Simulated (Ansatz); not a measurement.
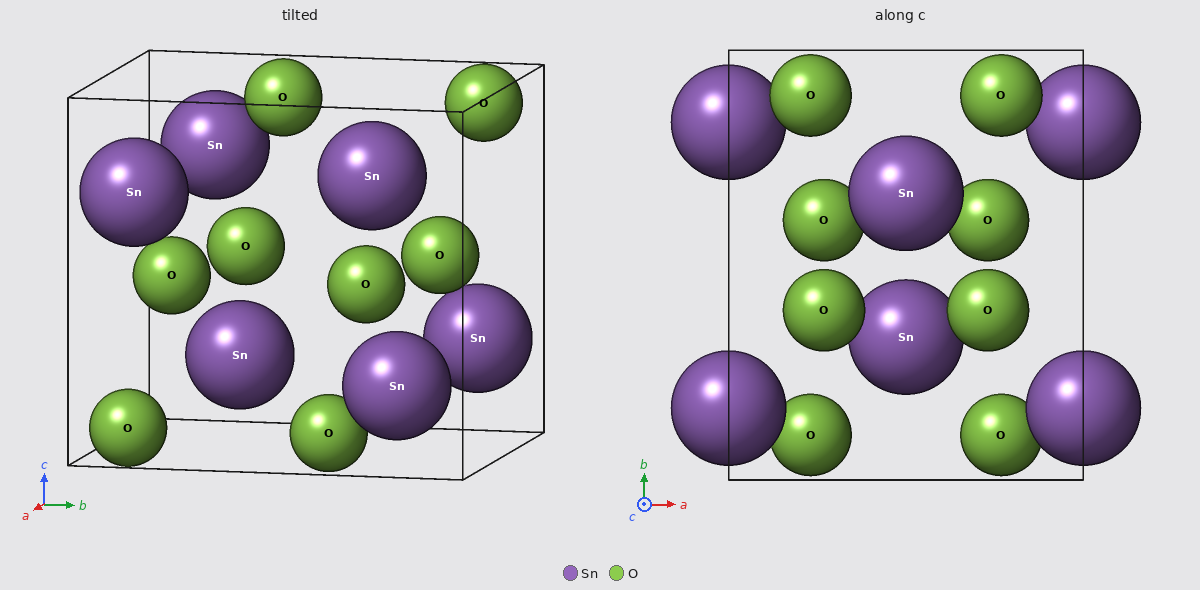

The image is a spheres-only drawing of a crystal, viewed slightly off an axis and along the c axis. The wireframe shows the conventional unit cell.

SnO₂, space group Pbcn (No. 60), a = 4.70 Å, b = 5.70 Å, c = 5.20 Å, α = 90.00°, β = 90.00°, γ = 90.00°.

Setup: Ansatz, DFT LDA, scalar-relativistic, plane waves, PAW; a kinetic-energy cutoff of 420 eV, a 6×6×6 mesh of k-points, Gaussian smearing of 0.02 eV, no spin polarisation.

### What is the band gap, if any?

A semiconductor at this level, with a gap of 1.50 eV on the k-mesh (the true edges may lie between mesh points, so the gap can be somewhat smaller).

The initial geometry was a structure listed in the Materials Project. Earlier steps of the study, as a rule a relaxation of our own, may have changed the cell and positions, so they can lie some per cent off the listed ones. It was the input of a calculation with Ansatz.
